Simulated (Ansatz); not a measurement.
**Single-point calculation of Ni (part 2 of 3)**

Continued. System: Ni (2 atoms in the cell). Method: DFT, r2SCAN, PAW, plane waves, scalar-relativistic, spin-polarised (Ansatz 0.2.0); cutoff 500 eV, 8×11×13 k-mesh, Fermi–Dirac smearing of 0.05 eV, collinear spins. The structure derives from an entry of the Crystallography Open Database. It belongs to a series of runs on one base structure; here: opposed moments +-, plain SCF.

Geometry of the input (Å; fractional positions):
```
-1.7667  -1.7667  -3.5334
1.7667  -1.7667  0.0000
-1.7667  -1.7667  0.0000
Ni 0.0000  0.0000  0.0000
Ni 0.5000  0.5000  -0.0000
```

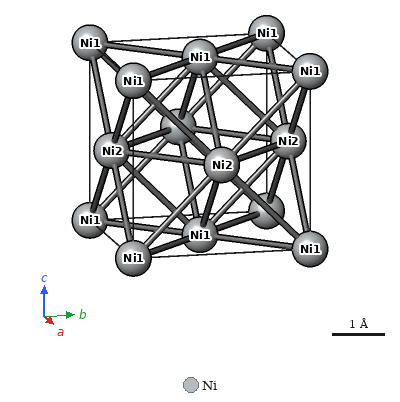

Figure 1. The structure as given in the input (ball-and-stick view of the cell 2 times as large as that of the calculation, set on its symmetry axes, seen slightly off an axis; atoms are numbered from 1 in the order of the input).

## The program's output, continued
```
SCF iter   1: F=-11689.868472 eV  HF=-11689.245867 eV  |F-HF|=6.23e-1  |Δ(HF+E_count)|=         —  Δρ=1.22e-1 (↑1.22e-1 ↓1.22e-1)  dr2=1.46e-1  dr2_τ=3.68e-2  dr2_m=2.91e0  M=0.000 μB ∫|m|=2.086 μB  β_m=0.30  ethr=4.07e-4  ⟨swp⟩=1.3  Hψ=42622  notcnv=0
Mixer restart at iter 1: flushing history
preconditioner: auto → none  [metal: Δε(μ)=0.001 eV  Ē_g=12.151 eV  σ=0.050 eV  W_gap=0.01  n_scr=6 (ndim 8)  ℏωp=35.4 eV  f_vac=0.000  D(μ)=6.14/eV (n_scr^D=122)  sad-step TF]
spin-set hold released at iteration 1 (the charge has settled, or the pull on large starting moments outlasts its swing): the magnetisation degrees of freedom join the quasi-Newton model from the next iteration; the mixer history was flushed
SCF iter   2: F=-11690.001118 eV  HF=-11689.674142 eV  |F-HF|=3.27e-1  |Δ(HF+E_count)|=   4.28e-1  Δρ=1.03e-1 (↑1.03e-1 ↓1.03e-1)  dr2=1.08e-1  dr2_τ=8.09e-3  dr2_m=2.07e0  M=0.000 μB ∫|m|=1.867 μB  β_m=0.30  ethr=4.06e-4  ⟨swp⟩=3.3  Hψ=15992  notcnv=0  κ⁻¹=1.0e0(r=1)
SCF iter   3: F=-11690.154709 eV  HF=-11690.298578 eV  |F-HF|=1.44e-1  |Δ(HF+E_count)|=   6.24e-1  Δρ=3.27e-2 (↑3.27e-2 ↓3.27e-2)  dr2=1.71e-1  dr2_τ=1.53e-3  dr2_m=9.96e-2  M=0.000 μB ∫|m|=0.860 μB  β_m=0.30  ethr=2.99e-4  ⟨swp⟩=3.7  Hψ=20641  notcnv=0  defer=288  κ⁻¹=1.2e-2(r=2)
SCF iter   4: F=-11690.297272 eV  HF=-11690.271852 eV  |F-HF|=2.54e-2  |Δ(HF+E_count)|=   2.67e-2  Δρ=2.00e-2 (↑2.00e-2 ↓2.00e-2)  dr2=1.84e-2  dr2_τ=8.95e-4  dr2_m=5.51e-2  M=0.000 μB ∫|m|=0.762 μB  β_m=0.30  ethr=2.99e-4  ⟨swp⟩=3.4  Hψ=16230  notcnv=0  defer=296  κ⁻¹=5.6e-3(r=3)
SCF iter   5: F=-11690.317782 eV  HF=-11690.290216 eV  |F-HF|=2.76e-2  |Δ(HF+E_count)|=   1.84e-2  Δρ=7.48e-3 (↑7.48e-3 ↓7.48e-3)  dr2=3.64e-3  dr2_τ=2.04e-4  dr2_m=6.36e-3  M=0.000 μB ∫|m|=0.568 μB  β_m=0.30  ethr=5.10e-5  ⟨swp⟩=2.9  Hψ=15805  notcnv=0  defer=297  κ⁻¹=2.8e-3(r=4)
SCF iter   6: F=-11690.324820 eV  HF=-11690.314837 eV  |F-HF|=9.98e-3  |Δ(HF+E_count)|=   2.46e-2  Δρ=4.19e-3 (↑4.19e-3 ↓4.19e-3)  dr2=2.40e-3  dr2_τ=1.68e-5  dr2_m=2.01e-3  M=0.000 μB ∫|m|=0.536 μB  β_m=0.30  ethr=1.01e-5  ⟨swp⟩=2.2  Hψ=16981  notcnv=0  defer=301  κ⁻¹=1.3e-4(r=5)
SCF iter   7: F=-11690.327074 eV  HF=-11690.325981 eV  |F-HF|=1.09e-3  |Δ(HF+E_count)|=   1.11e-2  Δρ=2.48e-3 (↑2.48e-3 ↓2.48e-3)  dr2=1.28e-3  dr2_τ=1.28e-5  dr2_m=4.97e-4  M=0.000 μB ∫|m|=0.574 μB  β_m=0.30  ethr=6.66e-6  ⟨swp⟩=2.0  Hψ=16098  notcnv=0  defer=301  κ⁻¹=5.1e-5(r=6)
SCF iter   8: F=-11690.327874 eV  HF=-11690.327555 eV  |F-HF|=3.19e-4  |Δ(HF+E_count)|=   1.57e-3  Δρ=7.88e-4 (↑7.88e-4 ↓7.88e-4)  dr2=3.56e-5  dr2_τ=3.82e-6  dr2_m=7.55e-5  M=0.000 μB ∫|m|=0.587 μB  β_m=0.30  ethr=3.56e-6  ⟨swp⟩=2.0  Hψ=16044  notcnv=0  defer=302  κ⁻¹=1.2e-5(r=7)
SCF iter   9: F=-11690.327992 eV  HF=-11690.327925 eV  |F-HF|=6.72e-5  |Δ(HF+E_count)|=   3.70e-4  Δρ=5.36e-4 (↑5.36e-4 ↓5.36e-4)  dr2=3.44e-5  dr2_τ=3.66e-7  dr2_m=3.74e-5  M=0.000 μB ∫|m|=0.579 μB  β_m=0.30  ethr=9.90e-8  ⟨swp⟩=2.4  Hψ=14689  notcnv=0  defer=302  κ⁻¹=6.5e-7(r=8)
SCF iter  10: F=-11690.328051 eV  HF=-11690.328048 eV  |F-HF|=2.88e-6  |Δ(HF+E_count)|=   1.23e-4  Δρ=3.46e-4 (↑3.46e-4 ↓3.46e-4)  dr2=3.85e-5  dr2_τ=1.22e-7  dr2_m=8.46e-6  M=0.000 μB ∫|m|=0.586 μB  β_m=0.30  ethr=9.57e-8  ⟨swp⟩=2.1  Hψ=11560  notcnv=0  defer=302  κ⁻¹=2.1e-7(r=8)
SCF iter  11: F=-11690.328077 eV  HF=-11690.328073 eV  |F-HF|=3.46e-6  |Δ(HF+E_count)|=   2.50e-5  Δρ=2.14e-4 (↑2.14e-4 ↓2.14e-4)  dr2=9.10e-6  dr2_τ=7.95e-8  dr2_m=5.53e-6  M=0.000 μB ∫|m|=0.588 μB  β_m=0.30  ethr=9.57e-8  ⟨swp⟩=2.2  Hψ=9966  notcnv=0  defer=302  κ⁻¹=2.8e-6(r=8)
SCF iter  12: F=-11690.328096 eV  HF=-11690.328087 eV  |F-HF|=8.85e-6  |Δ(HF+E_count)|=   1.38e-5  Δρ=1.61e-4 (↑1.61e-4 ↓1.61e-4)  dr2=1.74e-6  dr2_τ=4.33e-8  dr2_m=3.88e-6  M=0.000 μB ∫|m|=0.589 μB  β_m=0.30  ethr=2.53e-8  ⟨swp⟩=2.2  Hψ=12648  notcnv=0  defer=302  κ⁻¹=2.8e-6(r=8)
SCF iter  13: F=-11690.328104 eV  HF=-11690.328096 eV  |F-HF|=7.67e-6  |Δ(HF+E_count)|=   8.91e-6  Δρ=1.54e-4 (↑1.54e-4 ↓1.54e-4)  dr2=1.34e-6  dr2_τ=3.93e-8  dr2_m=3.80e-6  M=0.000 μB ∫|m|=0.589 μB  β_m=0.30  ethr=4.83e-9  ⟨swp⟩=2.1  Hψ=11693  notcnv=0  defer=302  κ⁻¹=2.5e-6(r=8)
SCF iter  14: F=-11690.328121 eV  HF=-11690.328115 eV  |F-HF|=6.67e-6  |Δ(HF+E_count)|=   1.89e-5  Δρ=1.45e-4 (↑1.45e-4 ↓1.45e-4)  dr2=2.64e-7  dr2_τ=3.62e-8  dr2_m=3.69e-6  M=0.000 μB ∫|m|=0.590 μB  β_m=0.30  ethr=3.71e-9  ⟨swp⟩=2.0  Hψ=13172  notcnv=0  defer=302  κ⁻¹=3.3e-6(r=8)
SCF iter  15: F=-11690.328132 eV  HF=-11690.328125 eV  |F-HF|=6.69e-6  |Δ(HF+E_count)|=   1.04e-5  Δρ=1.45e-4 (↑1.45e-4 ↓1.45e-4)  dr2=4.71e-7  dr2_τ=3.61e-8  dr2_m=3.64e-6  M=0.000 μB ∫|m|=0.590 μB  β_m=0.30  ethr=2.78e-10  ⟨swp⟩=14.4  Hψ=65396  notcnv=0  κ⁻¹=9.1e-7(r=8)
SCF iter  16: F=-11690.328187 eV  HF=-11690.328181 eV  |F-HF|=6.70e-6  |Δ(HF+E_count)|=   5.55e-5  Δρ=1.44e-4 (↑1.44e-4 ↓1.44e-4)  dr2=7.94e-7  dr2_τ=3.37e-8  dr2_m=3.44e-6  M=0.000 μB ∫|m|=0.591 μB  β_m=0.30  ethr=7.33e-10  ⟨swp⟩=3.1  Hψ=18819  notcnv=0  κ⁻¹=1.4e-6(r=8)
SCF iter  17: F=-11690.328212 eV  HF=-11690.328206 eV  |F-HF|=6.14e-6  |Δ(HF+E_count)|=   2.49e-5  Δρ=1.39e-4 (↑1.39e-4 ↓1.39e-4)  dr2=2.72e-7  dr2_τ=3.34e-8  dr2_m=3.36e-6  M=0.000 μB ∫|m|=0.592 μB  β_m=0.30  ethr=7.33e-10  ⟨swp⟩=3.3  Hψ=17504  notcnv=0  κ⁻¹=2.3e-5(r=8)
SCF iter  18: F=-11690.328512 eV  HF=-11690.328501 eV  |F-HF|=1.09e-5  |Δ(HF+E_count)|=   2.96e-4  Δρ=2.81e-4 (↑2.81e-4 ↓2.81e-4)  dr2=9.17e-6  dr2_τ=9.02e-8  dr2_m=6.64e-6  M=0.000 μB ∫|m|=0.603 μB  β_m=0.30  ethr=7.33e-10  ⟨swp⟩=4.5  Hψ=26811  notcnv=0  κ⁻¹=2.0e-5(r=8)
SCF iter  19: F=-11690.328360 eV  HF=-11690.328353 eV  |F-HF|=6.83e-6  |Δ(HF+E_count)|=   1.48e-4  Δρ=1.64e-4 (↑1.64e-4 ↓1.64e-4)  dr2=1.05e-6  dr2_τ=4.59e-8  dr2_m=4.00e-6  M=0.000 μB ∫|m|=0.596 μB  β_m=0.30  ethr=7.33e-10  ⟨swp⟩=4.2  Hψ=22392  notcnv=0  κ⁻¹=6.7e-6(r=8)
SCF iter  20: F=-11690.328544 eV  HF=-11690.328539 eV  |F-HF|=5.17e-6  |Δ(HF+E_count)|=   1.86e-4  Δρ=1.33e-4 (↑1.33e-4 ↓1.33e-4)  dr2=1.50e-6  dr2_τ=2.30e-8  dr2_m=1.87e-6  M=0.000 μB ∫|m|=0.605 μB  β_m=0.30  ethr=7.33e-10  ⟨swp⟩=4.2  Hψ=22749  notcnv=0  defer=25  κ⁻¹=6.9e-6(r=8)
SCF iter  21: F=-11690.328644 eV  HF=-11690.328637 eV  |F-HF|=7.70e-6  |Δ(HF+E_count)|=   9.81e-5  Δρ=2.32e-4 (↑2.32e-4 ↓2.32e-4)  dr2=3.34e-6  dr2_τ=6.44e-8  dr2_m=5.52e-6  M=0.000 μB ∫|m|=0.612 μB  β_m=0.30  ethr=7.33e-10  ⟨swp⟩=3.8  Hψ=20846  notcnv=0  defer=75  κ⁻¹=2.0e-5(r=8)
SCF iter  22: F=-11690.328644 eV  HF=-11690.328636 eV  |F-HF|=7.66e-6  |Δ(HF+E_count)|=   6.00e-7  Δρ=2.31e-4 (↑2.31e-4 ↓2.31e-4)  dr2=3.34e-6  dr2_τ=6.42e-8  dr2_m=5.49e-6  M=0.000 μB ∫|m|=0.612 μB  β_m=0.30  ethr=7.33e-10  ⟨swp⟩=1.0  Hψ=7616  notcnv=0  defer=104  κ⁻¹=5.3e-7(r=8)
SCF iter  23: F=-11690.328640 eV  HF=-11690.328635 eV  |F-HF|=4.75e-6  |Δ(HF+E_count)|=   1.25e-6  Δρ=1.64e-4 (↑1.64e-4 ↓1.64e-4)  dr2=1.71e-6  dr2_τ=3.43e-8  dr2_m=2.67e-6  M=0.000 μB ∫|m|=0.611 μB  β_m=0.30  ethr=7.33e-10  ⟨swp⟩=2.1  Hψ=13294  notcnv=0  defer=104  κ⁻¹=3.9e-7(r=8)
SCF iter  24: F=-11690.328535 eV  HF=-11690.328531 eV  |F-HF|=4.17e-6  |Δ(HF+E_count)|=   1.04e-4  Δρ=1.17e-4 (↑1.17e-4 ↓1.17e-4)  dr2=6.38e-7  dr2_τ=1.89e-8  dr2_m=1.67e-6  M=0.000 μB ∫|m|=0.604 μB  β_m=0.30  ethr=7.33e-10  ⟨swp⟩=3.9  Hψ=20571  notcnv=0  defer=104  κ⁻¹=4.7e-7(r=8)
SCF iter  25: F=-11690.328489 eV  HF=-11690.328485 eV  |F-HF|=4.30e-6  |Δ(HF+E_count)|=   4.60e-5  Δρ=1.12e-4 (↑1.12e-4 ↓1.12e-4)  dr2=4.88e-7  dr2_τ=1.56e-8  dr2_m=1.78e-6  M=0.000 μB ∫|m|=0.601 μB  β_m=0.30  ethr=7.33e-10  ⟨swp⟩=3.1  Hψ=19421  notcnv=0  defer=112  κ⁻¹=4.7e-7(r=8)
SCF iter  26: F=-11690.328471 eV  HF=-11690.328466 eV  |F-HF|=4.48e-6  |Δ(HF+E_count)|=   1.89e-5  Δρ=1.15e-4 (↑1.15e-4 ↓1.15e-4)  dr2=4.78e-7  dr2_τ=1.61e-8  dr2_m=1.94e-6  M=0.000 μB ∫|m|=0.600 μB  β_m=0.30  ethr=7.33e-10  ⟨swp⟩=3.1  Hψ=16556  notcnv=0  defer=113  κ⁻¹=1.4e-6(r=8)
SCF iter  27: F=-11690.328469 eV  HF=-11690.328464 eV  |F-HF|=5.27e-6  |Δ(HF+E_count)|=   2.48e-6  Δρ=1.29e-4 (↑1.29e-4 ↓1.29e-4)  dr2=8.39e-7  dr2_τ=1.94e-8  dr2_m=2.55e-6  M=0.000 μB ∫|m|=0.601 μB  β_m=0.30  ethr=7.33e-10  ⟨swp⟩=2.0  Hψ=13165  notcnv=0  defer=114  κ⁻¹=2.9e-6(r=8)
SCF iter  28: F=-11690.328783 eV  HF=-11690.328779 eV  |F-HF|=4.37e-6  |Δ(HF+E_count)|=   3.15e-4  Δρ=2.10e-4 (↑2.10e-4 ↓2.10e-4)  dr2=3.21e-6  dr2_τ=5.30e-8  dr2_m=4.57e-6  M=0.000 μB ∫|m|=0.623 μB  β_m=0.30  ethr=7.33e-10  ⟨swp⟩=4.9  Hψ=29262  notcnv=0  defer=115  κ⁻¹=2.5e-6(r=8)
SCF iter  29: F=-11690.328583 eV  HF=-11690.328577 eV  |F-HF|=5.44e-6  |Δ(HF+E_count)|=   2.02e-4  Δρ=1.47e-4 (↑1.47e-4 ↓1.47e-4)  dr2=7.06e-7  dr2_τ=2.70e-8  dr2_m=3.32e-6  M=0.000 μB ∫|m|=0.607 μB  β_m=0.30  ethr=7.33e-10  ⟨swp⟩=4.3  Hψ=24800  notcnv=0  defer=176  κ⁻¹=3.3e-6(r=8)
SCF iter  30: F=-11690.328796 eV  HF=-11690.328787 eV  |F-HF|=8.96e-6  |Δ(HF+E_count)|=   2.10e-4  Δρ=3.49e-4 (↑3.49e-4 ↓3.49e-4)  dr2=8.73e-6  dr2_τ=1.38e-7  dr2_m=1.25e-5  M=0.000 μB ∫|m|=0.625 μB  β_m=0.30  ethr=7.33e-10  ⟨swp⟩=4.4  Hψ=25680  notcnv=0  defer=194  κ⁻¹=1.9e-5(r=8)
SCF iter  31: F=-11690.328730 eV  HF=-11690.328726 eV  |F-HF|=4.03e-6  |Δ(HF+E_count)|=   6.14e-5  Δρ=1.94e-4 (↑1.94e-4 ↓1.94e-4)  dr2=2.62e-6  dr2_τ=4.40e-8  dr2_m=3.80e-6  M=0.000 μB ∫|m|=0.619 μB  β_m=0.30  ethr=7.33e-10  ⟨swp⟩=3.3  Hψ=20164  notcnv=0  defer=232  κ⁻¹=1.9e-5(r=8)
SCF iter  32: F=-11690.328871 eV  HF=-11690.328865 eV  |F-HF|=6.01e-6  |Δ(HF+E_count)|=   1.40e-4  Δρ=3.67e-4 (↑3.67e-4 ↓3.67e-4)  dr2=1.03e-5  dr2_τ=1.64e-7  dr2_m=1.38e-5  M=0.000 μB ∫|m|=0.631 μB  β_m=0.30  ethr=7.33e-10  ⟨swp⟩=4.1  Hψ=22735  notcnv=0  defer=234  κ⁻¹=1.8e-5(r=8)
SCF iter  33: F=-11690.328543 eV  HF=-11690.328540 eV  |F-HF|=3.51e-6  |Δ(HF+E_count)|=   3.26e-4  Δρ=1.15e-4 (↑1.15e-4 ↓1.15e-4)  dr2=1.96e-7  dr2_τ=1.16e-8  dr2_m=2.37e-6  M=0.000 μB ∫|m|=0.604 μB  ethr=7.33e-10  ⟨swp⟩=5.3  Hψ=48948  notcnv=0
Mixer restart at iter 33: flushing history
iteration 33: the SCF's residuals had fallen too slowly under its mixing. It goes on by minimising its free energy, and can end on another state than longer mixing would; under `scf.algorithm: density_mixing` no SCF does so, but by `scf.convergence.dm_fallback`
SCF iter  34: F=-11690.328699 eV  HF=-11690.328694 eV  |F-HF|=4.48e-6  |Δ(HF+E_count)|=   1.54e-4  Δρ=9.72e-5 (↑9.72e-5 ↓9.72e-5)  dr2=4.31e-7  dr2_τ=8.47e-8  dr2_m=1.65e-6  M=0.000 μB ∫|m|=0.616 μB  ethr=5.45e-10  ⟨swp⟩=4.8  Hψ=58696  notcnv=0
SCF iter  35: F=-11690.328998 eV  HF=-11690.328998 eV  |F-HF|=2.55e-7  |Δ(HF+E_count)|=   3.04e-4  Δρ=3.40e-5 (↑3.40e-5 ↓3.40e-5)  dr2=1.52e-7  dr2_τ=1.88e-8  dr2_m=1.27e-7  M=0.000 μB ∫|m|=0.654 μB  ethr=5.45e-10  ⟨swp⟩=5.4  Hψ=42259  notcnv=0
SCF iter  36: F=-11690.328998 eV  HF=-11690.328998 eV  |F-HF|=8.77e-9  |Δ(HF+E_count)|=   2.10e-7  Δρ=1.78e-5 (↑1.78e-5 ↓1.78e-5)  dr2=4.61e-8  dr2_τ=5.26e-10  dr2_m=2.96e-8  M=0.000 μB ∫|m|=0.654 μB  ethr=2.78e-10  ⟨swp⟩=8.1  Hψ=59300  notcnv=0
SCF iter  37: F=-11690.328998 eV  HF=-11690.328998 eV  |F-HF|=1.97e-8  |Δ(HF+E_count)|=   1.26e-8  Δρ=7.79e-6 (↑7.79e-6 ↓7.79e-6)  dr2=1.76e-8  dr2_τ=4.16e-11  dr2_m=4.23e-9  M=0.000 μB ∫|m|=0.654 μB  ethr=1.28e-10  ⟨swp⟩=7.3  Hψ=51245  notcnv=0
SCF iter  38: F=-11690.328998 eV  HF=-11690.328998 eV  |F-HF|=1.02e-10  |Δ(HF+E_count)|=   2.47e-9  Δρ=3.27e-6 (↑3.27e-6 ↓3.27e-6)  dr2=5.31e-10  dr2_τ=9.03e-12  dr2_m=1.55e-9  M=0.000 μB ∫|m|=0.654 μB  ethr=4.89e-11  ⟨swp⟩=6.7  Hψ=47456  notcnv=0
SCF iter  39: F=-11690.328998 eV  HF=-11690.328998 eV  |F-HF|=1.09e-11  |Δ(HF+E_count)|=  7.37e-10  Δρ=2.92e-7 (↑2.92e-7 ↓2.92e-7)  dr2=5.50e-12  dr2_τ=2.10e-13  dr2_m=1.06e-11  M=0.000 μB ∫|m|=0.655 μB  ethr=1.48e-12  ⟨swp⟩=5.6  Hψ=43975  notcnv=0
SCF iter  40: F=-11690.328998 eV  HF=-11690.328998 eV  |F-HF|=9.09e-12  |Δ(HF+E_count)|=    0.00e0  Δρ=2.92e-7 (↑2.92e-7 ↓2.92e-7)  dr2=5.50e-12  dr2_τ=2.10e-13  dr2_m=1.06e-11  M=0.000 μB ∫|m|=0.655 μB  ethr=1.00e-12  ⟨swp⟩=5.7  Hψ=43649  notcnv=0
SCF 1 converged in 40 iterations: F = -11690.328998 eV  dr2 = 5.50e-12
  greatest PAW one-centre occupation: 1.001 electrons in one spin orbital (limit 2), on the Ni atom at site 1 (counted from 0), in its partial waves of l = 1
```
